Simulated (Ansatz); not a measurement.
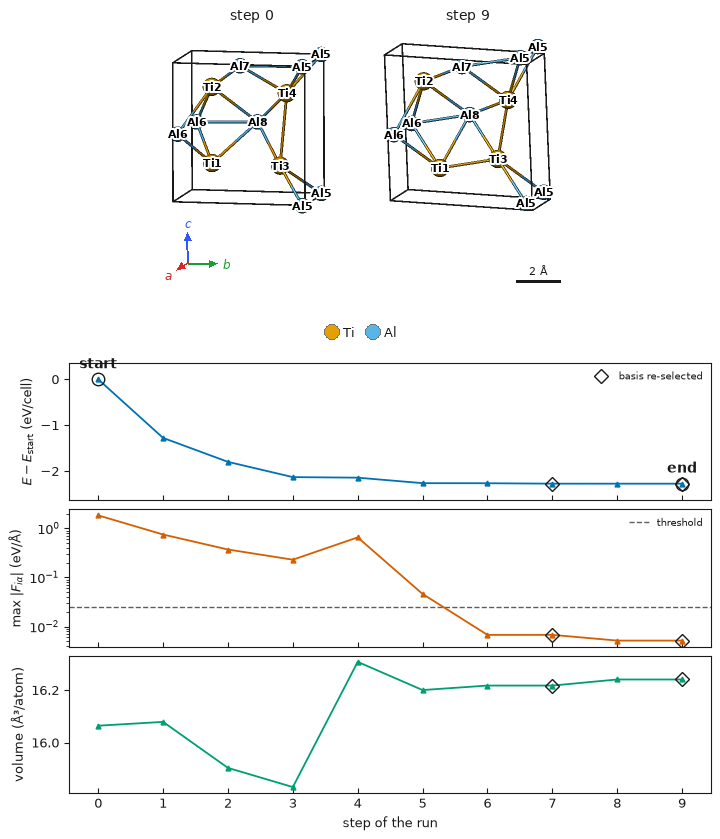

First and last geometry of a relaxation of solid TiAl (set up in P1) (coarse preliminary run), with the history of the run. A ball-and-stick model of the cell of the calculation, seen slightly off an axis.

Computed with Ansatz, DFT PBE, scalar-relativistic, plane waves, PAW. (plane-wave cutoff 420 eV; k-point mesh 6 × 4 × 4; occupations gaussian; smearing width 0.2 eV; no spin polarisation; cell and atoms relaxed; force threshold 0.025 eV/Å; at most 60 steps)

Question: Read the history and describe the run.

Answer: It converged. After 7 accepted moves (9 points after the start) the energy has fallen by 2.272 eV per cell of the calculation. The largest force component goes from 1.8 to 0.0052 eV/Å. Pressure: 6.16 GPa at the start and −0.03 GPa at the end. The SCF was repeated twice at an unchanged geometry on a basis and grid sized afresh for the cell, which shifted the energy by 9.0 meV per cell of the calculation at most. The largest move relative to the cell is that of Ti1, 0.53 Å along [−1 2 −1]. By element the largest moves are Ti 0.53 Å, Al 0.47 Å. The volume changes by +1.1 %, with a 3.181 → 2.862 Å (−10.0 %), b 6.277 → 6.742 Å (+7.4 %), c 6.438 → 6.743 Å (+4.7 %), α 88.5° → 93.2°, β 89.7° → 90.0°, γ 89.0° → 90.0°. Some distances before and after: Ti1–Ti3 3.013 → 4.047 Å, Ti3–Ti4 3.137 → 4.047 Å, Ti3–Ti4 (another image) 3.342 → 2.804 Å, Ti1–Ti3 (another image) 3.268 → 2.804 Å. The space group (tolerance 0.01 Å) goes from P1 (No. 1) to Pmma (No. 51). Cost: 3.9 min on 1 thread of Intel(R) Xeon(R) Processor @ 2.70GHz, with other jobs on the host, peak memory 0.51 GiB.

| step | E − E(0), meV/atom | largest force component, eV/Å | pressure, GPa | volume, Å³/atom | note |
| --- | --- | --- | --- | --- | --- |
| 0 | 0.00 | 1.8340 | 6.16 | 16.065 |  |
| 1 | -159.46 | 0.7480 | 1.91 | 16.079 |  |
| 2 | -224.64 | 0.3703 | 2.52 | 15.904 |  |
| 3 | -266.17 | 0.2296 | 3.13 | 15.831 |  |
| 4 | -267.68 | 0.6540 | -0.43 | 16.308 |  |
| 5 | -282.62 | 0.0461 | 0.08 | 16.200 |  |
| 6 | -282.86 | 0.0068 | -0.01 | 16.218 |  |
| 7 | -283.99 | 0.0068 | 0.14 | 16.218 | same geometry, new basis |
| 8 | -284.04 | 0.0052 | -0.03 | 16.241 |  |
| 9 | -284.05 | 0.0052 | -0.03 | 16.241 | same geometry, new basis |
